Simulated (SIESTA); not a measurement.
# A series of single points on MgSi

System: MgSi (P4/mmm, 2 atoms in the cell).
Method: Kohn-Sham DFT of a periodic cell, LDA, PseudoDojo 0.4 standard, converted to PSML, no spin polarisation (SIESTA 5.4.2).

The 7 runs differ only in the geometry, by an even scaling of the cell at fixed fractional positions. The structure derives from a Materials Project entry.

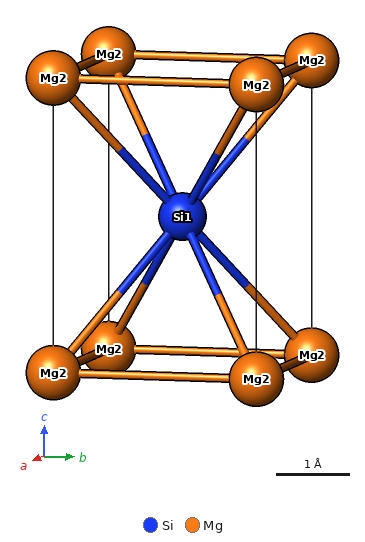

Figure 1. The structure of run 4 (ball-and-stick view of the cell of the calculation, seen slightly off an axis; atoms are numbered from 1 in the order of the input). An atom can appear more than once, as a periodic image.

## Input of run 4
```
SystemName                      MgSi
SystemLabel                     MgSi
NumberOfSpecies                 2
NumberOfAtoms                   2
%block ChemicalSpeciesLabel
  1  14 Si
  2  12 Mg
%endblock ChemicalSpeciesLabel

LatticeConstant                 1.0 Ang
%block LatticeVectors
     2.9083940000     0.0000000000     0.0000000000
     0.0000000000     2.9083940000     0.0000000000
     0.0000000000     0.0000000000     4.1034270000
%endblock LatticeVectors
AtomicCoordinatesFormat         Fractional
%block AtomicCoordinatesAndAtomicSpecies
     0.5000000000     0.5000000000     0.5000000000  1  Si
     0.0000000000     0.0000000000     0.0000000000  2  Mg
%endblock AtomicCoordinatesAndAtomicSpecies

%block kgrid.MonkhorstPack
    9   0   0  0.0
    0   9   0  0.0
    0   0   7  0.0
%endblock kgrid.MonkhorstPack
XC.Functional                   LDA
XC.Authors                      PW92
PAO.BasisSize                   DZP
PAO.EnergyShift                 0.003 Ry
Mesh.Cutoff                     800 Ry
OccupationFunction              FD
ElectronicTemperature           0.05 eV
MaxSCFIterations                120
SCF.MustConverge                false
SCF.Mixer.Method                Pulay
SCF.Mixer.Weight                0.25
SCF.Mixer.History               8
SCF.DM.Tolerance                5.0e-05
SCF.H.Tolerance                 1.0e-03 eV
WriteForces                     true
Charge.Mulliken                 end
%block PAO.Basis
  Mg 4
  n=2 0 2
    2.614 0.000
  n=3 0 2
    8.196 0.000
  n=2 1 2
    2.949 0.000
  n=3 1 1
    8.196
%endblock PAO.Basis
```

Command:
```bash
siesta < MgSi.fdf > MgSi.out 2>&1
```

Run 6 differs from it as follows:
```diff
-     2.9083940000     0.0000000000     0.0000000000
-     0.0000000000     2.9083940000     0.0000000000
-     0.0000000000     0.0000000000     4.1034270000
+     2.9466667311     0.0000000000     0.0000000000
+     0.0000000000     2.9466667311     0.0000000000
+     0.0000000000     0.0000000000     4.1574256529
```

## Results, with one run withheld

| run | volume per atom (Å³) | free energy per atom, from the lowest run given (meV) | pressure (GPa) |
| --- | --- | --- | --- |
| 1 | 16.314 | 8.01 | 3.37 |
| 2 | 16.661 | 2.42 | 1.84 |
| 3 | 17.008 | 0.00 | 0.44 |
| 4 | 17.355 | 0.46 | −0.84 |
| 5 | 17.702 | 3.57 | −2.01 |
| 6 | 18.049 | ? | ? |
| 7 | 18.396 | 16.73 | −3.99 |

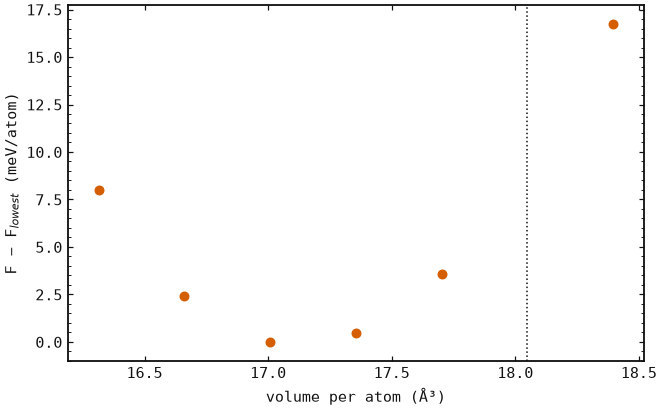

Figure 2. Free energy per atom of the runs given; the dotted line marks run 6.

What should run 6 give?

A cubic polynomial in V^(−2/3) (the Birch–Murnaghan form), fitted to the 6 runs given, misses them by at most 0.01 meV per atom. With x = V^(−2/3) − 0.14998 Å⁻², it reads F = −0.048738 − 375.87 x + 3.3891e+05 x² − 4.0889e+05 x³ (meV per atom). At run 6 it gives 9.06 meV per atom, and the run itself gives 9.08. The slope of the fit gives a pressure −dF/dV of −3.06 GPa there, and the run prints −3.05 GPa. The fit has its minimum at 17.122 Å³ per atom, where V d²F/dV² gives 63.8 GPa. Cell shape and fractional positions are held, so this is the stiffness under even scaling; the relaxed bulk modulus wasn't computed.

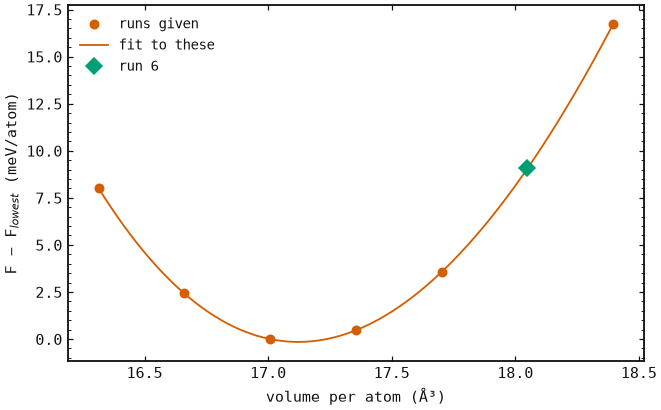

Figure 3. The fit and the withheld run.

## Some lines of the output (run 6)
```
[...]
outcell: Cell volume (Ang**3)        :     36.0983
stepf: Fermi-Dirac step function
siesta: Etot    =     -1727.974848
siesta: FreeEng =     -1727.980483
        iscf     Eharris(eV)        E_KS(eV)     FreeEng(eV)     dDmax    Ef(eV) dHmax(eV)
siesta: E_KS(eV) =            -1728.2985
siesta: E_KS - E_eggbox =     -1728.2985
siesta: Etot    =     -1728.298481
siesta: FreeEng =     -1728.305526
siesta:         Fermi =      -4.610565
siesta: Cell volume =         36.098282 Ang**3
    Orbital volume contribution        =           2.170674 eV
```

Notes: Points of doubt noted for this run: mulliken charges of long orbitals. With a small basis of atomic orbitals these values can differ much from converged plane-wave results.
